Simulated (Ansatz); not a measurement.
# Run report: WSe2, single-point calculation

WSe2 (6 atoms in the cell), computed with DFT PBE+D3(BJ), scalar-relativistic, plane waves, PAW, PAW set soft_1, no spin polarisation (Ansatz 0.2.0).

The structure derives from a Materials Project entry. Figures and captions count atoms from 1; the log counts them from 0 in places.

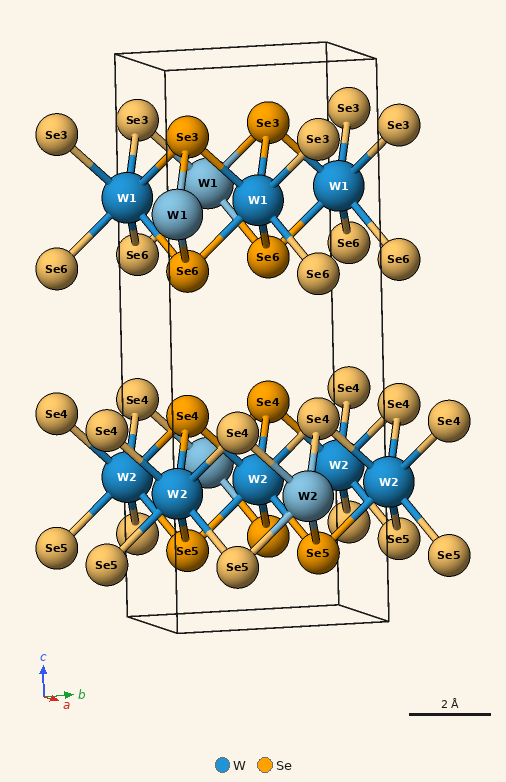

The structure (ball-and-stick view of the cell 2 times as large as that of the calculation, set on its symmetry axes, seen slightly off an axis; neighbours outside the cell are drawn fainter; atoms are numbered from 1 in the order of the input). An atom can appear more than once, as a periodic image. Near neighbours in the periodic cell (some may lie outside the picture): W has 6 Se at 2.53 Å; Se has 3 W at 2.53 Å.

### The input
```yaml
crystal:
  lattice:
    - [-3.2789854852, 0.0, 0.0]
    - [-1.6394927426, -2.8396847288, 0.0]
    - [-0.4098731856, -0.7099211822, 14.0112373504]
  atoms:
    - { symbol: W, position: [0.0, -0.1875, 0.75] }
    - { symbol: W, position: [0.0, -0.0625, 0.25] }
    - { symbol: Se, position: [0.3333333333, 0.1157642268, 0.8702764262] }
    - { symbol: Se, position: [0.3333333333, 0.2407642268, 0.3702764262] }
    - { symbol: Se, position: [0.3333333333, 0.3009024399, 0.1297235738] }
    - { symbol: Se, position: [0.3333333333, 0.1759024399, 0.6297235738] }
basis:
  ecutwfc: 420
kpoints:
  mp_grid: { grid: [9, 9, 2] }
hamiltonian:
  xc: pbe
  pseudopotentials: { kind: paw, azcp: { folder: soft_1 } }
  dispersion: d3bj
scf:
  occupations: { method: gaussian, width: 0.05 }
output:
  forces: true
  stress: true
  eigenvalues: true
  write_density: true
  write_potential: true
  elf: true
  volumetric_format: npy
```

Machine: 2 threads of Arm Neoverse N1, 98 GiB of memory available, shared host.

Launched with:
```bash
ansatz run input.yaml --threads 2 --pin off --max-ram 4096MiB --backend cpu --events-out ev --progress --plain --runs-dir out
```

### The program's output
```
Engine: ansatz 0.2.0, aarch64-unknown-linux-gnu
Pseudopotentials: kind: paw
Pseudopotential: W, paw, valence charge 14, recommended cutoff 420 eV (normal), [file]
Pseudopotential: Se, paw, valence charge 16, recommended cutoff 420 eV (normal), [file]
Functional definition: PBE
  parameter kappa = 0.804
  parameter beta = 0.06672455060314922
  exchange = pbe_x(kappa = kappa, mu = beta*pi^2/3)
  correlation = pbe_c(beta = beta)
Crystal: 6 atoms, lattice volume = 130.463 Å³
Basis set: ecut = 420 eV, 2601 PW (Γ), exchange–correlation on 48×48×192 points (8 copies of the dense FFT grid, shifted against one another)
Bands: 56, of which v1, the nominal top of the filled ones, is band 46 counted from 1 (45 counted from 0)
Symmetry: 2 space group operations
Space group: C2 (ITA 5), of the structure as read, at distance tolerance 5.1e-5 Å
k-points: 50 of 162 (time reversal used)
Non-local potential: W, projectors of the file, l = 0: 3, l = 1: 2, l = 2: 2, l = 3: 1
Non-local potential: Se, projectors of the file, l = 0: 2, l = 1: 2, l = 2: 3, l = 3: 1
PAW form: soft (Blöchl's): semilocal exchange-correlation on the pseudo side does not see the compensation charge
PAW one-centre angular grid: W, 590 points (default); XC on 64 Gauss nodes
PAW one-centre angular grid: Se, 590 points (default); XC on 64 Gauss nodes
Initial density: superposition of atomic densities (chi_scale 0.1, normalization cell, long waves kept (reshape's long-wave potential 0.05 eV rms))
Initial wavefunctions: pseudopotential atomic-orbital guess
Functional: x = pbe(κ = 0.804, μ = 0.2195149727645171), c = pbe(β = 0.06672455060314922)
SCF iter   1: F=—  HF=-42655.135645 eV  |F-HF|=—  |Δ(HF+E_count)|=         —  Δρ=3.49e-2  dr2=5.99e0  ethr=3.10e-3  ⟨swp⟩=6.8  Hψ=10294  notcnv=0  defer=4
preconditioner: auto → Resta (q_TF=auto, 2.574 Å⁻¹)  ε∞=5.8  [insulator: Δε(μ)=1.190 eV  Ē_g=8.939 eV  σ=0.050 eV  W_gap=1.00  n_scr=44 (ndim 8)  ℏωp=19.5 eV  f_vac=0.106  D(μ)=0.00/eV (n_scr^D=0)  ε∞_Penn≈5.8]
SCF iter   2: F=—  HF=-42654.279088 eV  |F-HF|=—  |Δ(HF+E_count)|=   8.57e-1  Δρ=2.21e-2  dr2=8.71e-1  ethr=3.10e-3  ⟨swp⟩=2.6  Hψ=3934  notcnv=0  defer=123
SCF iter   3: F=—  HF=-42654.085974 eV  |F-HF|=—  |Δ(HF+E_count)|=   1.93e-1  Δρ=8.76e-3  dr2=3.08e-1  ethr=9.47e-4  ⟨swp⟩=2.0  Hψ=3763  notcnv=0  defer=123
SCF iter   4: F=—  HF=-42654.032858 eV  |F-HF|=—  |Δ(HF+E_count)|=   5.31e-2  Δρ=2.50e-3  dr2=1.35e-2  ethr=3.34e-4  ⟨swp⟩=2.3  Hψ=3781  notcnv=0  defer=123
SCF iter   5: F=—  HF=-42654.035403 eV  |F-HF|=—  |Δ(HF+E_count)|=   2.55e-3  Δρ=1.09e-3  dr2=3.20e-3  ethr=1.47e-5  ⟨swp⟩=2.0  Hψ=5519  notcnv=0  defer=123
SCF iter   6: F=—  HF=-42654.037313 eV  |F-HF|=—  |Δ(HF+E_count)|=   1.91e-3  Δρ=4.81e-4  dr2=3.78e-4  ethr=3.47e-6  ⟨swp⟩=2.0  Hψ=4871  notcnv=0  defer=123
SCF iter   7: F=—  HF=-42654.038054 eV  |F-HF|=—  |Δ(HF+E_count)|=   7.41e-4  Δρ=1.15e-4  dr2=1.71e-5  ethr=4.11e-7  ⟨swp⟩=2.2  Hψ=3585  notcnv=0  defer=123
SCF iter   8: F=—  HF=-42654.038097 eV  |F-HF|=—  |Δ(HF+E_count)|=   4.27e-5  Δρ=3.87e-5  dr2=4.71e-6  ethr=1.86e-8  ⟨swp⟩=2.1  Hψ=4942  notcnv=0  defer=123
SCF iter   9: F=—  HF=-42654.038102 eV  |F-HF|=—  |Δ(HF+E_count)|=   5.86e-6  Δρ=2.25e-5  dr2=6.17e-6  ethr=5.12e-9  ⟨swp⟩=2.2  Hψ=3583  notcnv=0  defer=123
SCF iter  10: F=-42654.038102 eV  HF=-42654.038102 eV  |F-HF|=6.61e-8  |Δ(HF+E_count)|=   1.93e-7  Δρ=6.78e-6  dr2=5.27e-8  ethr=1.09e-10  ⟨swp⟩=14.7  Hψ=20638  notcnv=0
SCF 1 converged in 10 iterations: F = -42654.038102 eV  dr2 = 5.27e-8
  greatest PAW one-centre occupation: 1.000 electrons in one spin orbital (limit 2), on the Se atom at site 2 (counted from 0), in its partial waves of l = 2
```

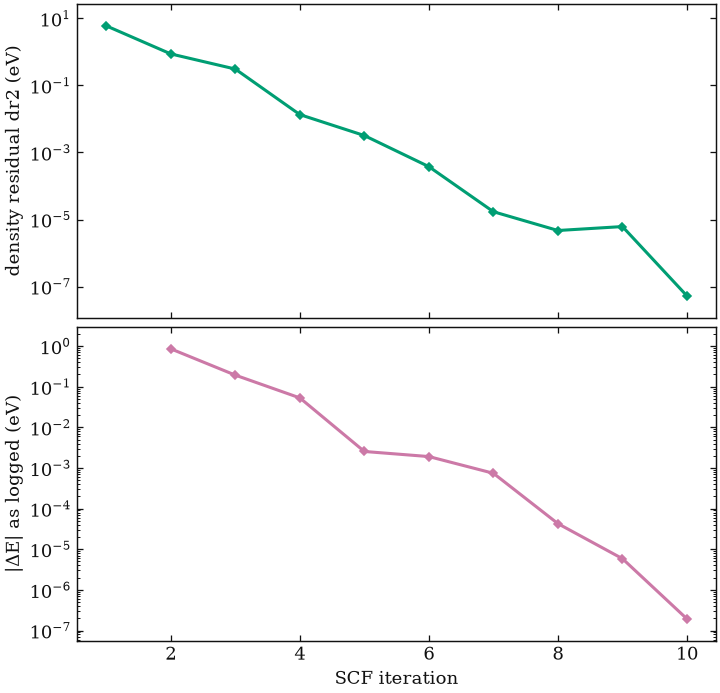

Convergence of the self-consistent field: density residual dr2 and size of the energy change against the SCF iteration. The residual falls almost steadily, with no more than small rises.

```
SCF converged after 10 iterations
Free energy (F): -42654.038102 eV
Harris-Foulkes:  -42654.038102 eV  (|F-HF|=6.61e-8)
Internal energy: -42654.038102 eV  (E = F + TS)
E sigma→0 (E₀):  -42654.038102 eV
Fermi energy:    11.839134 eV
--- Per-component energies (eV) ---
  E_band       = -1824.250560
  E_kinetic    = 1289.698083
  E_local      = -13713.119593  (includes V_loc(G=0)·N_el)
  E_nonlocal   = -1467.678039
  E_hartree    = 6984.541452
  E_xc         = -877.717241
  E_vxc        = -826.941864  (∫ρ·V_xc dr)
  E_paw        = -25674.974851  (= ΣΔE_a)
  E_vpaw       = -1075.285067  (= ΣTr[D̂ρ^β])
  E_aug_tail   = -0.001212  (compensation charges beyond the density's cutoff)
  E_ewald      = -9192.193407
  E_disp       = -2.593294  (pairwise vdW)
  E_smearing   = -0.000000  (= −TS)
  E_closure    = 0.000000  (closes the sum)
  Σ components = -42654.038102   (vs F -42654.038102, Δ=0.00e0)
--- Forces (eV/Å), atoms counted from 1 ---
  atom   1  W      0.00462795     0.00728278     0.01222775
  atom   2  W     -0.00399310    -0.00764931    -0.01222775
  atom   3  Se     0.01513516     0.02825608     0.05425412
  atom   4  Se     0.00085996     0.00018536    -0.00116132
  atom   5  Se    -0.01690291    -0.02723547    -0.05425412
  atom   6  Se     0.00026946    -0.00083743     0.00116132
  max |Σ_I F_I| component: 3.47e-6 eV/Å
--- Stress (GPa, compression-positive) ---
       -0.009891       0.025597      -0.105361
        0.025597       0.019667      -0.182490
       -0.105361      -0.182490      -0.369026
  P = ⅓ Tr σ = -0.1198 GPa (-1.198 kbar)
--- Band table (eV; the first three rows and the last of 50) ---
  k-point 0: bands = ["-62.8618", "-62.8618", "-36.4315", "-36.4315", "-36.4313", "-36.4313", "-36.4282", "-36.4282", "-36.4282", "-36.4282", "-36.4010", "-36.4010", "-36.4008", "-36.4008", "-36.3983", "-36.3983", "-36.3982", "-36.3982", "-36.3887", "-36.3884", "-36.3858", "-36.3853", "-27.1272", "-27.1272", "-26.9798", "-26.9798", "-26.9794", "-26.9794", "-3.7857", "-3.6834", "-2.5851", "-2.4079", "4.5151", "5.1229", "8.0527", "8.8138", "8.8159", "8.8222", "8.8242", "9.7170", "9.9425", "9.9469", "9.9585", "9.9627", "10.2773", "11.1616", "14.0751", "14.0860", "14.1341", "14.1537", "14.2133", "14.2381", "14.2991", "14.3165", "15.7835", "16.5275"]
  k-point 1: bands = ["-62.8618", "-62.8618", "-36.4315", "-36.4315", "-36.4313", "-36.4313", "-36.4282", "-36.4282", "-36.4282", "-36.4282", "-36.4010", "-36.4010", "-36.4008", "-36.4008", "-36.3983", "-36.3983", "-36.3982", "-36.3982", "-36.3886", "-36.3884", "-36.3857", "-36.3854", "-27.1272", "-27.1272", "-26.9798", "-26.9798", "-26.9794", "-26.9794", "-3.7393", "-3.7362", "-2.4960", "-2.4915", "4.7791", "4.7939", "8.7192", "8.7477", "8.8169", "8.8179", "8.8200", "8.8225", "9.9466", "9.9506", "9.9547", "9.9586", "10.8908", "10.9133", "14.0859", "14.0942", "14.1117", "14.1344", "14.2378", "14.2665", "14.2861", "14.2993", "16.1537", "16.1540"]
  k-point 2: bands = ["-62.8605", "-62.8605", "-36.4315", "-36.4313", "-36.4310", "-36.4307", "-36.4282", "-36.4282", "-36.4276", "-36.4276", "-36.4012", "-36.4011", "-36.4009", "-36.4009", "-36.3986", "-36.3984", "-36.3983", "-36.3982", "-36.3884", "-36.3881", "-36.3855", "-36.3851", "-27.1214", "-27.1214", "-27.0085", "-27.0081", "-26.9864", "-26.9860", "-3.5989", "-3.4964", "-2.4858", "-2.3151", "4.7532", "5.3646", "7.8750", "8.2671", "8.2832", "8.9420", "8.9936", "9.0058", "9.6370", "9.6578", "9.7619", "10.2802", "10.3192", "10.9875", "13.4192", "13.6957", "13.8553", "13.8971", "13.9855", "14.0822", "14.3776", "14.4595", "16.6751", "17.4135"]
  k-point 49: bands = ["-62.8508", "-62.8508", "-36.4311", "-36.4311", "-36.4278", "-36.4278", "-36.4270", "-36.4270", "-36.4238", "-36.4238", "-36.4026", "-36.4026", "-36.4018", "-36.4018", "-36.4000", "-36.3999", "-36.3990", "-36.3989", "-36.3864", "-36.3862", "-36.3833", "-36.3830", "-27.2109", "-27.2109", "-27.0759", "-27.0759", "-27.0538", "-27.0538", "-1.6479", "-1.6387", "-1.4410", "-1.4333", "4.8744", "4.8835", "5.8814", "5.8927", "6.8850", "6.9229", "7.9462", "7.9646", "8.7807", "8.8399", "9.1239", "9.2009", "10.6143", "10.6506", "13.5030", "13.5206", "14.0426", "14.0683", "14.7583", "14.9070", "15.0025", "15.0491", "15.9531", "16.0452"]
```

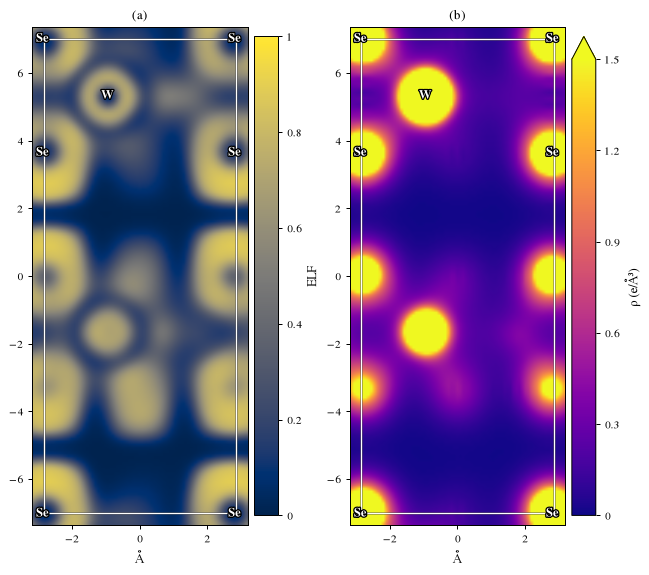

(a) electron localisation function; (b) valence electron density on the (100) plane of the conventional cell. W–Se (2.53 Å): ρ at the midpoint is about 0.55 e/Å³; the ELF is about 0.55 at the midpoint. Away from the nuclei the density in this plane falls to 0.009 e/Å³ at its lowest. The strong features right at W lie inside the PAW spheres (semicore, d or f shells) and say nothing about bonding. In a PAW calculation such maps are meaningful between the atoms, not at the nuclei.

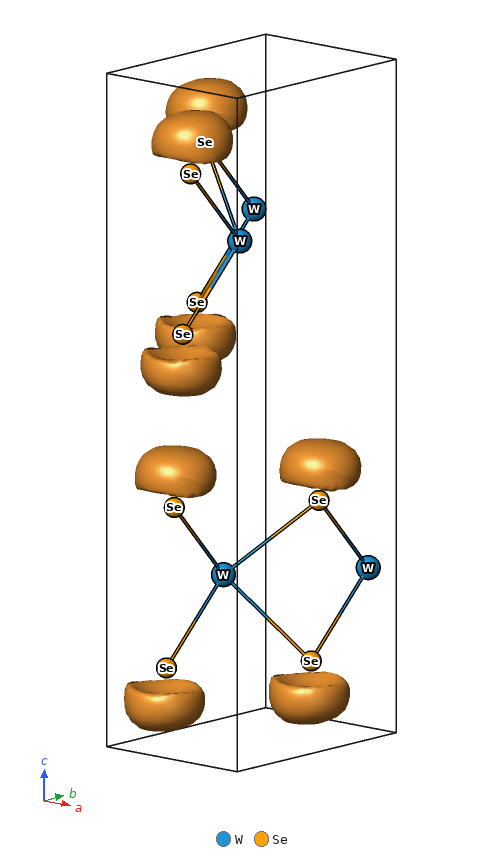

Isosurface of the electron localisation function at 0.8 (orange), seen at an oblique angle. Only the valence region is drawn (cores and ρ < 0.01 e/Å³ removed). Sticks mark near contacts. The outline is the cell set on symmetry axes. Along the contacts the grid gives the following. W–Se (2.53 Å): the ELF is about 0.55 at the midpoint.

### Results in brief

- outcome: converged
- space group (tolerance 0.01 Å): C2 (5)
- electrons treated: 92
- free energy: −42654.0381 eV
- Fermi energy: 11.839 eV
- gap on the k-point mesh: 1.36 eV
- pressure: −0.12 GPa
- largest force (length of the vector): 0.063 eV/Å
- wall time: 46 s (CPU time 90 s)
- peak memory: 0.55 GiB

Spin–orbit coupling is left out, which matters for W.
